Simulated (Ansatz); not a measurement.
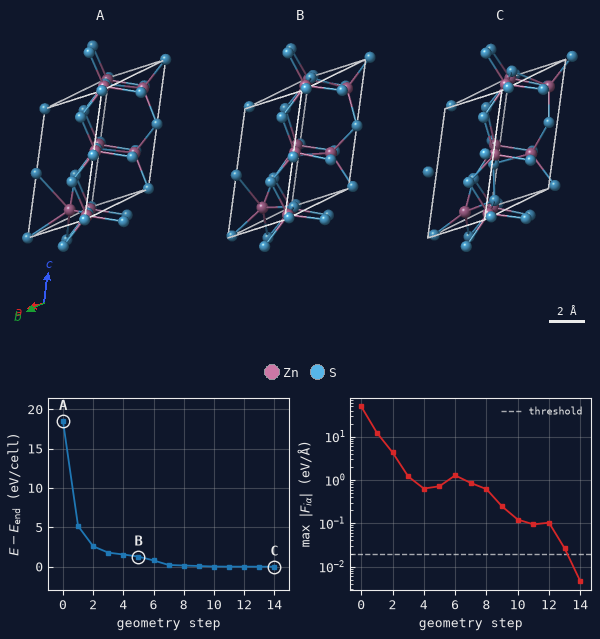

Frames of a relaxation of a defect cell of composition Zn$_{7}$S$_{8}$ (started half-way along a vacancy jump, in the symmetry of that start), marked on the history of the run. A ball-and-stick model of the cell of the calculation (origin shifted), seen from a free direction.

The calculation used Ansatz 0.2.0, DFT PBEsol, scalar-relativistic, plane waves, PAW. Settings: plane-wave cutoff 420 eV; k-point mesh 4 × 4 × 4; occupations gaussian; smearing width 0.05 eV; no spin polarisation; atoms relaxed in a fixed cell; force threshold 0.02 eV/Å; at most 60 steps.

What happens along the run?

The energy falls by 18.512 eV per cell of the calculation in 14 geometry steps. Largest force component: 50 eV/Å at the start, 0.0046 eV/Å at the end. An S atom moves most: 0.90 Å roughly along −c. Largest moves by element: S 0.90 Å, Zn 0.59 Å. The lattice vectors keep their values. Some distances before and after: S–S 3.782 → 2.112 Å, S–Zn 1.343 → 2.370 Å, S–Zn 2.995 → 2.369 Å, S–Zn 2.992 → 2.439 Å. New bonds form: S–S (3.78 → 2.11 Å). Bond angles that change, for instance: Zn–S–Zn 124.7° → 105.8°, S–Zn–S 109.2° → 93.2°, S–Zn–S 109.2° → 94.5°. The run took 3.4 min on 4 threads of Intel(R) Xeon(R) Platinum 8559C (Emerald Rapids) (shared host), peak memory 1.4 GiB. From step 0 to 5: a Zn atom moves most (0.63 Å), energy −17.234 eV per cell of the calculation. From step 5 to 14: an S atom moves most (0.51 Å), energy −1.278 eV per cell of the calculation.

```csv
step,"E − E(0), meV/atom","largest force component, eV/Å"
0,0.00,49.5379
1,-889.54,12.2628
2,-1061.31,4.3196
3,-1115.14,1.2035
4,-1131.04,0.6312
5,-1148.92,0.7136
6,-1181.12,1.2738
7,-1219.65,0.8510
8,-1224.29,0.6137
9,-1228.44,0.2447
10,-1232.74,0.1216
11,-1233.83,0.0943
12,-1233.95,0.1029
13,-1234.12,0.0263
14,-1234.14,0.0046
```

Limits of the set-up: the periodic images lie only 7.3 Å apart, so the values are limited by the cell's size.
